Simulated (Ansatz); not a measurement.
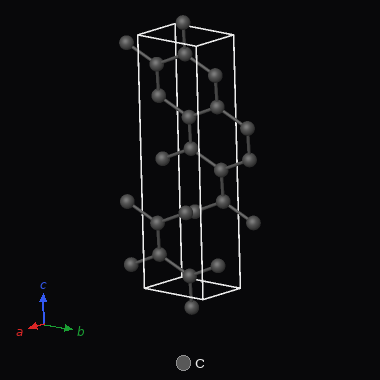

Three computed energy maps of cells of C. The picture above is the structure of the first map.

Map 1

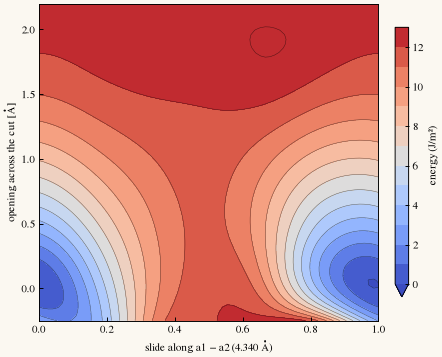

C (R-3m, No. 166; 10 atoms in the cell). 
- Rigid slide and opening across a plane, one cut a cell; the plane is (0 1 2) of the conventional cell.
- First axis: slide along a1 − a2 (4.340 Å). Second axis: opening across the cut.
- Nothing is relaxed (rigid halves).
- The scan uses a 6 × 5 grid.
- Points are written as (first, second).
- Energies are in J/m², from the lowest grid point.
- The lowest point has no gap; 8 points of the grid have one on the k-mesh.
- Theory: DFT PBEsol+D3(BJ), scalar-relativistic, plane waves, PAW in Ansatz. Settings: cutoff 520 eV, k-mesh 8×11×3 in the order of the run's cell vectors, gaussian smearing 0.05 eV, no spin polarisation.

Drawn: filled contours. Between grid points the surface is interpolated.

Map 2

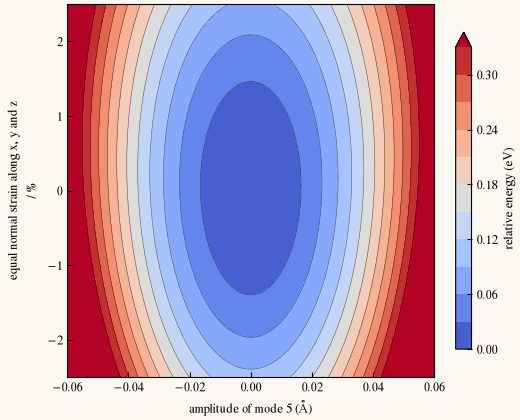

C (R-3m, No. 166; 2 atoms in the cell). The energy is mapped over a normal mode and a strain (zone-centre modes of the 2-atom cell of this scan) (x along [1 0 0], y along [1 2 0], z along [0 0 1] of the conventional cell). First axis: amplitude of mode 5 (1585 cm⁻¹), largest displacement in the unstrained cell. Second axis: equal normal strain along x, y and z. Nothing is relaxed (the pattern is fixed in fractional coordinates). Grid: 7 × 7 points; 28 points were computed and 21 follow by symmetry. Points are written as (first, second). Energies: eV per cell, counted from the lowest grid point. Theory: DFT PBEsol+D3(BJ), scalar-relativistic, plane waves, PAW (Ansatz 0.2.0). Settings: cutoff 520 eV, k-mesh 15×15×15, gaussian smearing 0.05 eV, no spin polarisation.

Drawn: filled contours, one colour for all values above the top of the scale. Between grid points the surface is interpolated.

Map 3

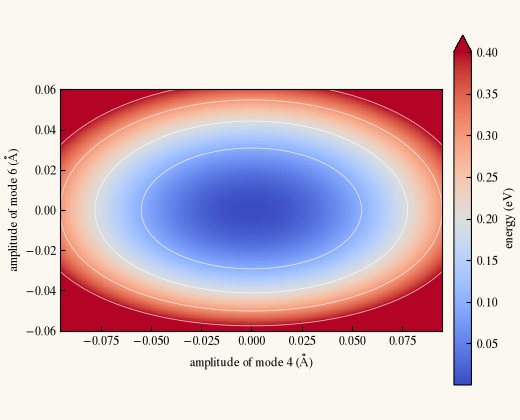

C (R-3m, No. 166; 2 atoms in the cell). The energy is mapped over two normal modes frozen in (zone-centre modes of the 2-atom cell of this scan). First axis: amplitude of mode 4 (866 cm⁻¹), largest displacement. Second axis: amplitude of mode 6 (1585 cm⁻¹), largest displacement. Nothing is relaxed (the cell and all other modes fixed). The grid has 7 × 7 points. Points are written as (first, second). Energies: eV per cell, counted from the lowest grid point. The band gap closes in part of the range. Level of theory: Ansatz, DFT PBEsol+D3(BJ), scalar-relativistic, plane waves, PAW. Settings: cutoff 520 eV, k-mesh 15×15×15, gaussian smearing 0.05 eV, no spin polarisation.

The picture shows a smooth colour map with a few white contour lines, one colour for all values above the top of the scale. Between grid points the surface is interpolated.

What does each map show?

Answer. Map 1: The lowest grid point is at (0.000, 0.00 Å). It is the only kind of minimum in the scanned range. The highest grid point, (0.500, 2.20 Å), lies 12.7 J/m² above the lowest. On the interpolated surface the easiest way out of the lowest well to its copy in the next cell or period passes a barrier of about 11 J/m².
Map 2: The lowest grid point is at (0.00 Å, 0.00 %). It is the only kind of minimum in the scanned range. The highest grid point, (−0.06 Å, −2.50 %), lies 0.553 eV above the lowest.
Map 3: The lowest grid point is at (0.000 Å, 0.00 Å). It is the only kind of minimum in the scanned range. The highest grid point, (0.095 Å, −0.06 Å), lies 0.704 eV above the lowest.

Maps 1, 2, 3 start from a relaxed reference structure. Do they show a way to lower its energy?

Answer. No. In each of them the reference is the lowest point, within the accuracy of the grid, so it is stable against the distortions scanned (other distortions weren't tried).

PAW datasets: the set soft_1.
